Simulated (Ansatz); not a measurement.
Li2Se

Input

```
crystal:
  lattice:
    - [0.0, 2.9412072914, 2.9412072914]
    - [2.9412072914, 0.0, 2.9412072914]
    - [2.9412072914, 2.9412072914, 0.0]
  atoms:
    - { symbol: Se, position: [0.0, 0.0, 0.0] }
    - { symbol: Li, position: [0.75, 0.75, 0.75] }
    - { symbol: Li, position: [0.25, 0.25, 0.25] }
hamiltonian:
  xc: r2scan
  pseudopotentials: { kind: paw }
kpoints:
  mp_grid: { grid: [8, 8, 8] }
scf:
  occupations: { method: fermi_dirac, width: 0.05 }
output:
  forces: true
  stress: true
  eigenvalues: true
  write_density: true
  write_potential: true
  elf: true
  volumetric_format: npy
```

Run with:

```sh
ansatz run input.yaml --threads 2 --pin off --max-ram 5632MiB --backend cpu --events-out ev --progress --plain --runs-dir out
```

Below, planes, directions and counts refer to the conventional cell (a = 5.88 Å, b = 5.88 Å, c = 5.88 Å, α = 90.00°, β = 90.00°, γ = 90.00°).

Space group Fm-3m; computed pressure about 2 GPa in this cell.

Theory: Ansatz 0.2.0, Kohn-Sham DFT of a periodic cell, r2SCAN, Ansatz PAW.

Core electrons are frozen (PAW), and the valence fields are smoothed inside the atomic spheres.

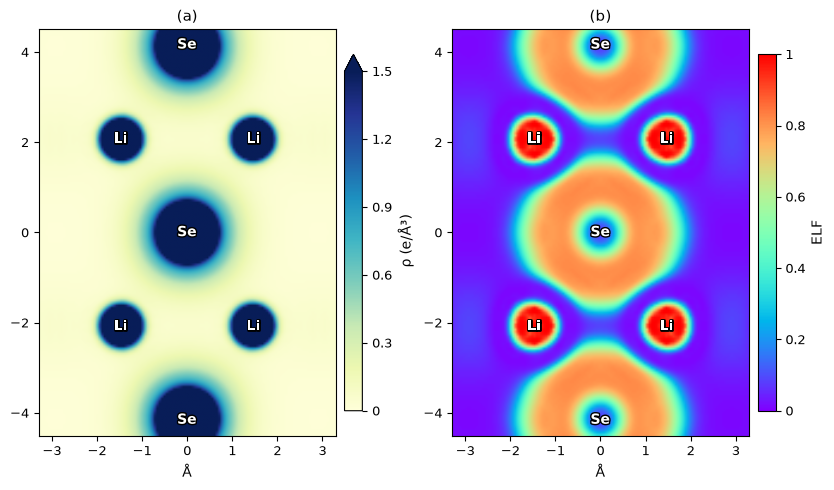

Figure 1. (a) valence electron density; (b) electron localisation function on the (101) plane of the conventional cell.

What does the map show?

- The section cuts through Se and Li sites.
- Li–Se (2.55 Å): ρ is about 0.29 e/Å³ halfway; the ELF is about 0.80 at the midpoint: a closed-shell, largely ionic contact.
- Between the atoms the lowest density in this plane is 0.01 e/Å³.
- The features right at Li lie inside the PAW spheres, where the map follows smoothed inner orbitals and isn't to be read closely.

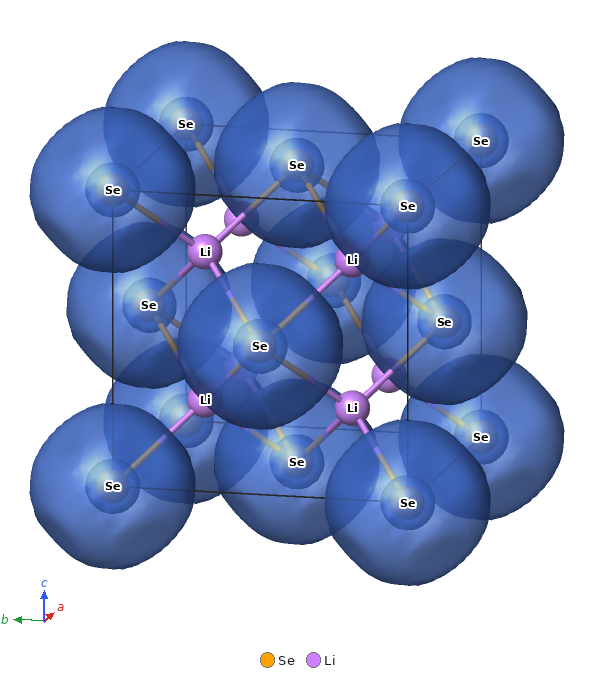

Figure 2. Isosurface of the electron localisation function at 0.6 (blue), seen at an oblique angle. Only the valence region is drawn (cores and ρ < 0.01 e/Å³ removed). Sticks mark near contacts.

What do the ELF domains correspond to?

At this value the surface marks out four regions wrapped around Se (the valence shell of each), counted in one cell of 12 atoms. Any copies at cell faces, edges or corners count once.

Metal or insulator at this level of theory?

It is gapped, with a Kohn–Sham gap of 3.4 eV on the k-point mesh, an upper bound to the gap of this method.
